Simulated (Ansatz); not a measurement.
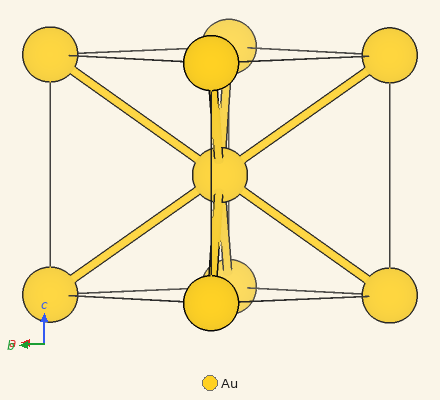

Au (Im-3m, No. 229): the geometry relaxed with DFT, LDA (PW92), plane waves (420 eV) with PAW, scalar-relativistic in Ansatz; the starting structure was generated, so it need not be a known form of this composition.

Space group Im-3m (No. 229). a = 3.213 Å, b = 3.213 Å, c = 3.213 Å, α = 90.00°, β = 90.00°, γ = 90.00°
```tsv
atom	site	symmetry	x	y	z
Au	2a	m-3m	0.0000	0.0000	0.0000
```

What will a HAADF-like image along [111] show? The image is simulated as a sum over atoms of Z^1.8, blurred by a 1.30 Å probe (no channelling). The probe carries 25 % of its weight in a tail 2.5 times as wide. Shot noise was added.

The columns repeat on a hexagonal net with a repeat of 2.62 Å (plane group p6mm). All columns are alike (Au). The shortest distance between visible columns is 2.62 Å in projection. Along the beam the structure repeats every 2.78 Å.

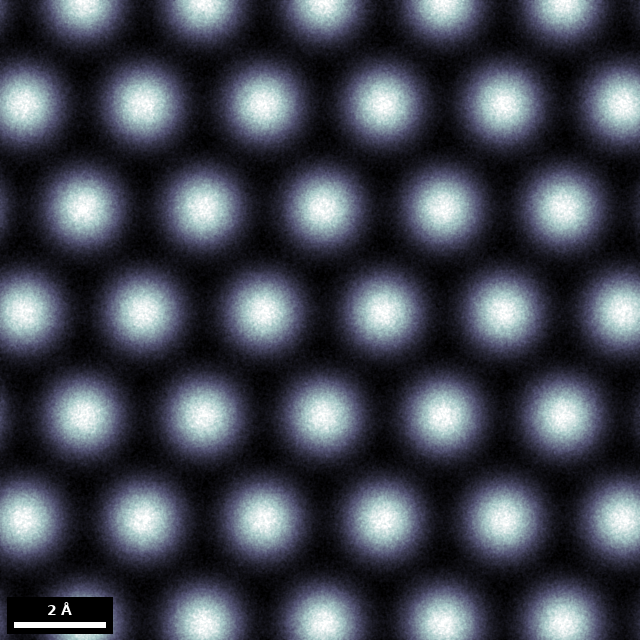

The simulated image.
